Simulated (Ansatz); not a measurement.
## Run report: Sc, field-gradient calculation

The run: field-gradient calculation of Sc (1 atom in the cell). Method and program: DFT, PBE, PAW with Ansatz's default frozen-core files, scalar-relativistic, no spin polarisation (Ansatz 0.2.0).

Its volume is 0.98 times that of the source entry. It belongs to a series of runs on one base structure; here: volume scaled by 0.98, PAW files.

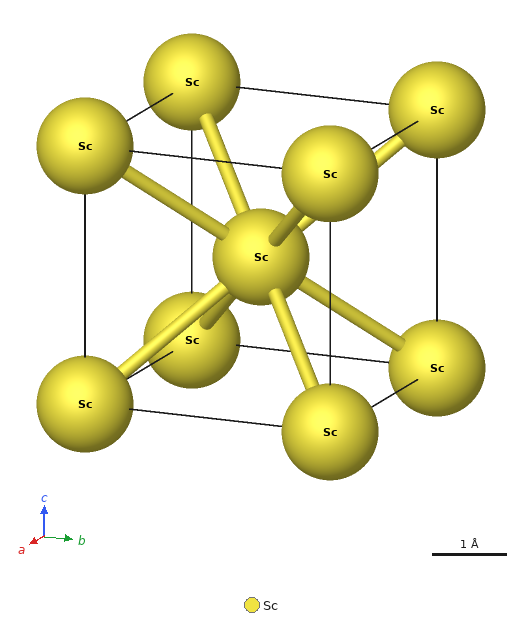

The structure as given in the input (ball-and-stick view of the cell 2 times as large as that of the calculation, set on its symmetry axes, seen slightly off an axis). Near neighbours in the crystal (not all of them lie inside the picture): Sc has 8 Sc at 3.16 Å.

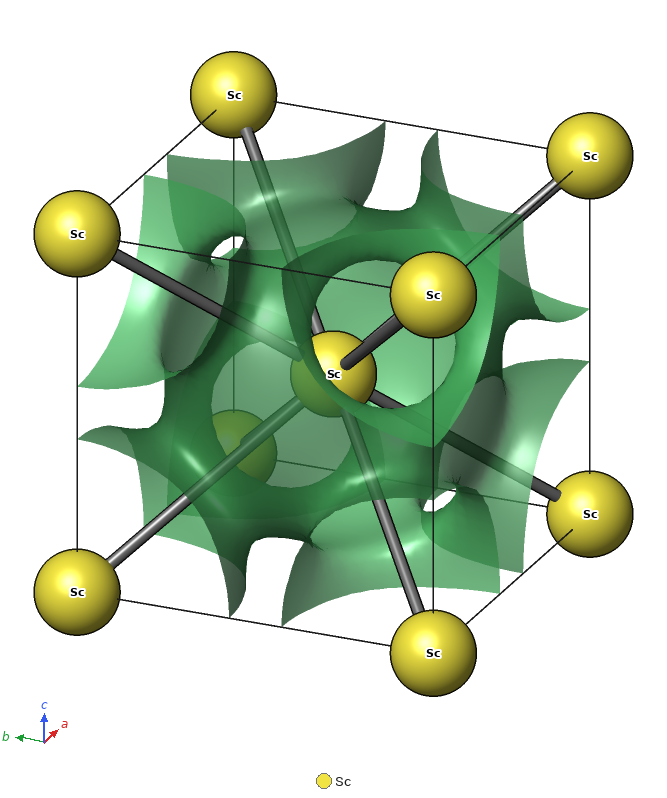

Isosurface of the ELF at 0.45 (green), seen at an oblique angle. Core shells and regions of very low density are left out. Sticks mark near contacts. The outline is the cell set on symmetry axes. Profiles from the grid: Sc–Sc (3.16 Å): the ELF is about 0.15 at the midpoint (no shared electron pair). Core electrons are frozen (PAW), so the fields are smoothed inside the atomic spheres.

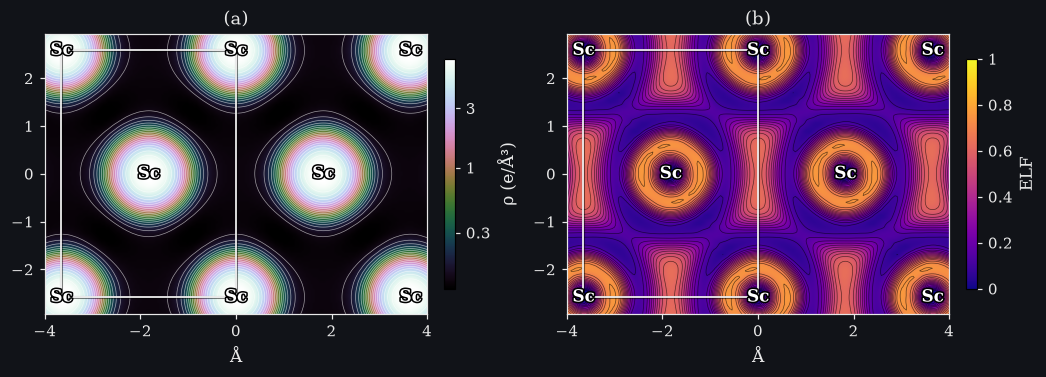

(a) valence electron density; (b) electron localisation function on the (011̄) plane of the conventional cell. Atoms in the plane: Sc. Sc–Sc (3.16 Å): ρ is about 0.11 e/Å³ halfway; the ELF is about 0.15 at the midpoint; no localised pair between them. Away from the nuclei the density in this plane falls to 0.11 e/Å³ at its lowest. The ELF has a maximum of about 0.65 in the space between the atoms. The strong features right at Sc lie inside the PAW spheres (semicore, d or f shells) and say nothing about bonding.

The input that produced these results follows, with the program's output.

**Input**
```yaml
crystal:
  lattice:
    - [-1.8263842731, 1.8263842731, 1.8263842731]
    - [1.8263842731, -1.8263842731, 1.8263842731]
    - [1.8263842731, 1.8263842731, -1.8263842731]
  atoms:
    - { symbol: Sc, position: [0.0, 0.0, 0.0] }
kpoints:
  mp_grid: { grid: [13, 13, 13] }
scf:
  occupations: { method: fermi_dirac, width: 0.05 }
hamiltonian:
  xc: pbe
  pseudopotentials: { kind: paw }
output:
  forces: true
  stress: true
  eigenvalues: true
  efg: { contact_densities: true }
  write_density: true
  write_potential: true
  elf: true
  volumetric_format: npy
```

Run as:
```bash
ansatz run input.yaml --threads 1 --pin off --max-ram 2048MiB --backend cpu --events-out ev --progress --plain --runs-dir out
```

**Output**
```
Engine: ansatz 0.2.0, x86_64-unknown-linux-gnu
Pseudopotentials: kind: paw
Pseudopotential: Sc, paw, valence charge 11, recommended cutoff 420 eV (normal), Sc.paw.azcp
Functional definition: PBE
  parameter kappa = 0.804
  parameter beta = 0.06672455060314922
  exchange = pbe_x(kappa = kappa, mu = beta*pi^2/3)
  correlation = pbe_c(beta = beta)
Crystal: 1 atoms, lattice volume = 24.369 Å³
Basis set: ecut = 420 eV, 459 PW (Γ), exchange–correlation on 48×48×48 points (8 copies of the dense FFT grid, shifted against one another)
Bands: 10, of which v1, the nominal top of the filled ones, is band 6 counted from 1 (5 counted from 0)
Symmetry: 48 space group operations
Space group: Im-3m (ITA 229), of the structure as read, at distance tolerance 2.9e-5 Å
k-points: 84 of 2197
Non-local potential: Sc, projectors of the file, l = 0: 3, l = 1: 2, l = 2: 3, l = 3: 1
PAW form: soft (Blöchl's): semilocal exchange-correlation on the pseudo side does not see the compensation charge
PAW one-centre angular grid: Sc, 590 points (default); XC on 64 Gauss nodes
Initial density: superposition of atomic densities (neutral atoms: chi_scale 0, normalization atom), corrected by the library's trained network
Initial wavefunctions: pseudopotential atomic-orbital guess
Functional: x = pbe(κ = 0.804, μ = 0.2195149727645171), c = pbe(β = 0.06672455060314922)
SCF iter   1: F=—  HF=-2135.713806 eV  |F-HF|=—  |Δ(HF+E_count)|=         —  Δρ=1.43e-3  dr2=4.12e-4  ethr=1.77e-3  ⟨swp⟩=4.1  Hψ=4394  notcnv=0
preconditioner: auto → none  [metal: Δε(μ)=0.014 eV  Ē_g=3.873 eV  σ=0.050 eV  W_gap=0.07  n_scr=0 (ndim 8)  ℏωp=13.0 eV  f_vac=0.000  D(μ)=2.50/eV (n_scr^D=42)]
SCF iter   2: F=—  HF=-2135.713424 eV  |F-HF|=—  |Δ(HF+E_count)|=   3.82e-4  Δρ=6.16e-4  dr2=3.17e-5  ethr=3.75e-6  ⟨swp⟩=2.5  Hψ=1902  notcnv=0
SCF iter   3: F=—  HF=-2135.713452 eV  |F-HF|=—  |Δ(HF+E_count)|=   2.86e-5  Δρ=2.32e-4  dr2=4.79e-6  ethr=2.88e-7  ⟨swp⟩=2.0  Hψ=1272  notcnv=0
iter 4 did not close the SCF: its close was put off for the readings that it lacked (scf_convergence_deferred on its scf_iter line)
SCF iter   4: F=-2135.713458 eV  HF=-2135.713458 eV  |F-HF|=2.40e-9  |Δ(HF+E_count)|=   5.62e-6  Δρ=1.58e-5  dr2=3.49e-8  ethr=4.35e-8  ⟨swp⟩=2.6  Hψ=1149  notcnv=0
iter 5 did not close the SCF: its close was put off for the readings that it lacked (scf_convergence_deferred on its scf_iter line)
SCF iter   5: F=-2135.713458 eV  HF=-2135.713458 eV  |F-HF|=1.12e-8  |Δ(HF+E_count)|=   1.48e-8  Δρ=6.76e-6  dr2=1.58e-8  ethr=3.18e-10  ⟨swp⟩=2.9  Hψ=1333  notcnv=0
SCF iter   6: F=-2135.713458 eV  HF=-2135.713458 eV  |F-HF|=7.85e-10  |Δ(HF+E_count)|=   4.85e-9  Δρ=1.79e-6  dr2=1.11e-9  ethr=1.44e-10  ⟨swp⟩=4.1  Hψ=3538  notcnv=0
SCF 1 converged in 6 iterations: F = -2135.713458 eV  dr2 = 1.11e-9
  greatest PAW one-centre occupation: 0.998 electrons in one spin orbital (limit 2), on the Sc atom at site 0 (counted from 0), in its partial waves of l = 0
SCF converged after 6 iterations
Free energy (F): -2135.713458 eV
Harris-Foulkes:  -2135.713458 eV  (|F-HF|=7.85e-10)
Internal energy: -2135.692625 eV  (E = F + TS)
E sigma→0 (E₀):  -2135.703041 eV
Entropy (-TS):   -0.020833 eV (-20.833 meV/atom)
Fermi energy:    9.504501 eV
--- Per-component energies (eV) ---
  E_band       = -167.469176
  E_kinetic    = 260.385987
  E_local      = -837.309198  (includes V_loc(G=0)·N_el)
  E_nonlocal   = 83.199336
  E_hartree    = 285.531650
  E_xc         = -104.085677
  E_vxc        = -128.816372  (∫ρ·V_xc dr)
  E_paw        = -955.464277  (= ΣΔE_a)
  E_vpaw       = -115.993304  (= ΣTr[D̂ρ^β])
  E_aug_tail   = 0.000010  (compensation charges beyond the density's cutoff)
  E_ewald      = -867.950456
  E_smearing   = -0.020833  (= −TS)
  E_closure    = 0.000000  (closes the sum)
  Σ components = -2135.713458   (vs F -2135.713458, Δ=0.00e0)
--- Forces (eV/Å), atoms counted from 1 ---
  atom   1  Sc    -0.00000000    -0.00000000    -0.00000000
  max |Σ_I F_I| component: 5.75e-32 eV/Å
--- Stress (GPa, compression-positive) ---
        1.110360       0.000000       0.000000
        0.000000       1.110360      -0.000000
        0.000000      -0.000000       1.110360
  P = ⅓ Tr σ = 1.1104 GPa (11.104 kbar)
--- PAW observables at the nuclei: V_zz in 10²¹ V/m², potentials from the cell's mean, atoms counted from 1 ---
  atom   1  Sc V_zz =    -0.000000   η = 0.0000   by run symmetry: forbidden
            electrostatic potential = -2368.497538 V   contact ρ = 48562.398339 e/Å³
--- Band table (eV; the first three rows and the last of 84) ---
  k-point 0: bands = ["-40.0617", "-18.4592", "-18.4592", "-18.4592", "4.2473", "10.9682", "10.9682", "10.9682", "12.3928", "12.3928"]
  k-point 1: bands = ["-40.0579", "-18.4835", "-18.4668", "-18.4593", "4.4066", "10.8883", "10.9363", "11.0861", "12.3010", "12.3972"]
  k-point 2: bands = ["-40.0474", "-18.5501", "-18.4879", "-18.4596", "4.8680", "10.6762", "10.7796", "11.4286", "12.1522", "12.4168"]
  k-point 83: bands = ["-39.9489", "-18.7441", "-18.7397", "-18.7397", "8.2782", "8.3007", "13.1957", "13.1957", "13.3739", "15.4431"]
```

**File rho_z.tsv**
```
# z_ang	rho[e/angstrom^3]
# format = ansatz-planar-average/11
# lattice	-1.826384273	1.826384273	1.826384273
# lattice	1.826384273	-1.826384273	1.826384273
# lattice	1.826384273	1.826384273	-1.826384273
# sites	1
# site	21	0.000000000	0.000000000	0.000000000
0.000000	1.016516e0
0.131808	9.887600e-1
0.263616	9.061204e-1
0.395424	7.749908e-1
0.527232	6.143379e-1
0.659040	4.534725e-1
0.790848	3.197078e-1
0.922656	2.264595e-1
1.054463	1.711699e-1
1.186271	1.423731e-1
1.318079	1.285038e-1
1.449887	1.223110e-1
1.581695	1.205376e-1
1.713503	1.223110e-1
1.845311	1.285038e-1
1.977119	1.423731e-1
2.108927	1.711699e-1
2.240735	2.264595e-1
2.372543	3.197078e-1
2.504351	4.534725e-1
2.636159	6.143379e-1
2.767967	7.749908e-1
2.899774	9.061204e-1
3.031582	9.887600e-1
```

**File v_z.tsv**
```
# z_ang	v_es[eV]	v_tot[eV]
# format = ansatz-planar-average/11
# xc	pbe
# density_cutoff_ev	1680
# datasets	Sc=:simpson_from_first_knot:soft
# lattice	-1.826384273	1.826384273	1.826384273
# lattice	1.826384273	-1.826384273	1.826384273
# lattice	1.826384273	1.826384273	-1.826384273
# sites	1
# site	21	0.000000000	0.000000000	0.000000000
0.000000	-3.711603e0	-1.529340e1
0.131808	-3.356159e0	-1.487551e1
0.263616	-2.340001e0	-1.367965e1
0.395424	-8.029894e-1	-1.184762e1
0.527232	1.050913e0	-9.588748e0
0.659040	2.991158e0	-7.160579e0
0.790848	4.809546e0	-4.800502e0
0.922656	6.376258e0	-2.703717e0
1.054463	7.661008e0	-9.905612e-1
1.186271	8.680504e0	3.243474e-1
1.318079	9.412343e0	1.205891e0
1.449887	9.822666e0	1.619320e0
1.581695	9.949038e0	1.715190e0
1.713503	9.822666e0	1.619320e0
1.845311	9.412343e0	1.205891e0
1.977119	8.680504e0	3.243474e-1
2.108927	7.661008e0	-9.905612e-1
2.240735	6.376258e0	-2.703717e0
2.372543	4.809546e0	-4.800502e0
2.504351	2.991158e0	-7.160579e0
2.636159	1.050913e0	-9.588748e0
2.767967	-8.029894e-1	-1.184762e1
2.899774	-2.340001e0	-1.367965e1
3.031582	-3.356159e0	-1.487551e1
```

**Results in brief**

```csv
quantity,value
outcome,converged
space group (tolerance 0.01 Å),Im-3m (229)
electrons treated,11
free energy,−2135.7135 eV
Fermi energy,9.505 eV
pressure,1.11 GPa
field gradient V_zz (10²¹ V/m²),zero at all sites
largest force (length of the vector),under 0.001 eV/Å
hardware,"1 thread of an x86-64 CPU, shared host"
wall time,2.4 s
peak memory,0.41 GiB
```
